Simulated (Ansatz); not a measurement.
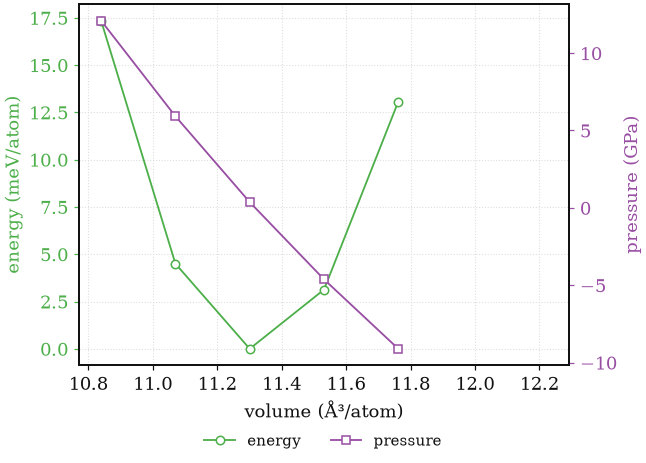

The plot gives the computed energy and pressure against volume for HfO₂, space group P2_1/c (No. 14).

Cell as given: a = 5.118 Å, b = 5.186 Å, c = 5.284 Å, α = 90.00°, β = 99.35°, γ = 90.00°; 12 atoms.

How it was computed, with Ansatz 0.2.0: plane-wave DFT, no spin polarisation; energies at scaled volumes of the given cell, shape and fractions fixed, counted from the fit's minimum, third-order Birch-Murnaghan fit. Level: PBEsol with D3(BJ).

```
       setting        value
        k mesh        5×5×5
   occupations  Fermi–Dirac
smearing width      0.05 eV
    potentials   Ansatz PAW
   wave cutoff       420 eV
density cutoff      1680 eV
```

The points at volume 11.99 Å³/atom and 12.22 Å³/atom are left out of the plot. What values does the calculation give there?

```
volume (Å³/atom)  energy (meV/atom)  pressure (GPa)
           11.99              29.14          -13.15
           12.22              50.74          -16.78
```

Caveats: shape and atomic fractions are frozen while scaling, which makes layered, chain and framework solids too stiff.
